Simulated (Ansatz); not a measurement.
The calculation's input:

```
crystal:
  lattice:
    - [2.9951235897, 0.0, 0.0]
    - [0.0, 2.9951235897, 0.0]
    - [0.0, 0.0, 8.3286068182]
  atoms:
    - { symbol: Sc, position: [0.5, 0.5, 0.0] }
    - { symbol: Al, position: [0.0, 0.0, 0.7389135529] }
    - { symbol: Al, position: [0.0, 0.0, 0.2610864471] }
    - { symbol: Al, position: [0.5, 0.5, 0.5] }
    - { symbol: "N", position: [0.0, 0.0, 0.0] }
    - { symbol: "N", position: [0.5, 0.5, 0.2639775527] }
    - { symbol: "N", position: [0.0, 0.0, 0.5] }
    - { symbol: "N", position: [0.5, 0.5, 0.7360224473] }
basis:
  ecutwfc: 420
kpoints:
  mp_grid: { grid: [10, 10, 4] }
  band_path:
    path:
      - [[0.0, 0.0, 0.0], [0.0, 0.5, 0.0], [0.5, 0.5, 0.0], [0.0, 0.0, 0.0], [0.0, 0.0, 0.5], [0.0, 0.5, 0.5], [0.5, 0.5, 0.5], [0.0, 0.0, 0.5]]
      - [[0.0, 0.5, 0.0], [0.0, 0.5, 0.5]]
      - [[0.5, 0.5, 0.0], [0.5, 0.5, 0.5]]
    npoints: 14
hamiltonian:
  xc: pbe
scf:
  occupations: { method: gaussian, width: 0.02 }
  n_extra_bands: 20
output:
  forces: true
  stress: true
  eigenvalues: true
  populations: true
  dos: { projected: true, de: 0.02, nscf_kmesh: { grid: [15, 15, 6] } }
  bader: true
  write_density: true
  write_potential: true
  elf: true
  volumetric_format: npy
```

Launched as:

```sh
ansatz run input.yaml --threads 1 --pin off --max-ram 2560MiB --backend cpu --events-out ev --progress --plain --runs-dir out
```

Below, planes, directions and counts refer to the conventional cell (a = 3.00 Å, b = 3.00 Å, c = 8.33 Å, α = 90.00°, β = 90.00°, γ = 90.00°).

Space group P4/mmm; a structure generated by program, which may or may not match a known phase.

Computed with Ansatz, DFT PBE, scalar-relativistic, plane waves, PAW.

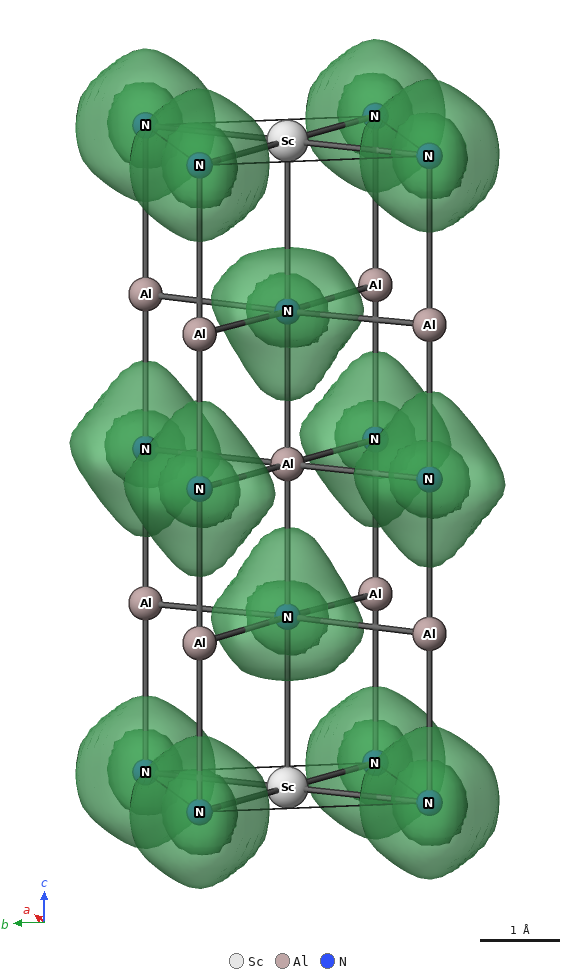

ScAl3N4. Isosurface of the ELF at 0.75 (green), seen at an oblique angle. Only the valence region is drawn (cores and ρ < 0.01 e/Å³ removed). Sticks mark near contacts.

In a PAW calculation such maps are meaningful between the atoms, not at the nuclei.

Q: Where are the electrons localised?

A: The ELF exceeds this value in three regions on N in which the atom's valence shell and bonds are merged and one region wrapped around N (its valence shell), counted in one cell of 8 atoms. Any copies at cell faces, edges or corners count once. Profiles from the grid: Al–N (1.97 Å): the ELF peaks at about 0.90 in the valence shell of N, 0.7 Å from its nucleus, and is about 0.85 at the midpoint. Sc–N (2.12 Å): the ELF peaks at about 0.85 in the valence shell of N, 0.7 Å from its nucleus, and is about 0.20 at the midpoint: no shared electron pair shows on this line.

Q: Does the calculation make it a metal, or give it a gap?

A: It is gapped, with a Kohn–Sham gap of 0.74 eV on the k-point mesh, an upper bound to the gap of this method.
